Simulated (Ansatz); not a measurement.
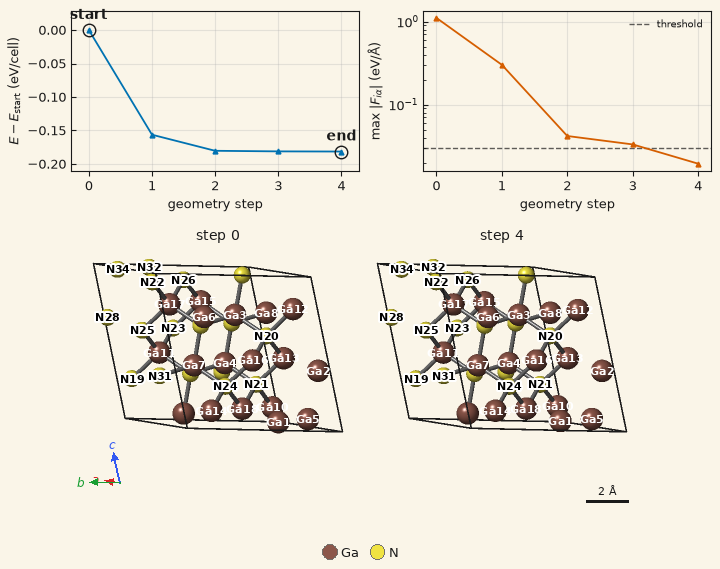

First and last geometry of a relaxation of a defect cell of composition Ga18N17 (cell charge +1), with the history of the run. The picture is a ball-and-stick view of the cell of the calculation, seen from a free direction.

The calculation used Ansatz, DFT PBEsol, scalar-relativistic, plane waves, PAW. (plane-wave cutoff 420 eV; k-point mesh 2 × 2 × 2; occupations gaussian; smearing width 0.02 eV; mesh shifted by (0.5, 0.5, 0.5); collinear spin; atoms relaxed in a fixed cell; force threshold 0.03 eV/Å; at most 40 steps)

What do the curves and the structures tell?

It converged. The atom that moves furthest is a Ga atom (0.11 Å along [1 1 1]). By element the largest moves are Ga 0.11 Å, N 0.01 Å. The cell stays as it was. Among the contacts that change: Ga–N 1.966 → 1.926 Å, Ga–N 1.955 → 1.962 Å, Ga–N 1.949 → 1.943 Å. Among the angles between lasting bonds that change: Ga–N–Ga 111.2° → 107.9°, N–Ga–N 108.1° → 110.5°, N–Ga–N 107.4° → 109.8°. After 4 geometry steps the energy has fallen by 0.181 eV per cell of the calculation. The largest force component goes from 1.1 to 0.019 eV/Å. The program noted that the starting moments weren't kept. Cost: 2.1 min on 8 threads of Arm Neoverse V1, on a shared host, peak memory 2.9 GiB.

```tsv
step	E − E(0), meV/atom	largest force component, eV/Å
0	0.00	1.1074
1	-4.47	0.3016
2	-5.15	0.0419
3	-5.18	0.0332
4	-5.18	0.0194
```

Limits of the set-up: the periodic images lie only 7.6 Å apart, so the values are limited by the cell's size; the cell is charged, on a uniform background, and energies carry no finite-size correction.
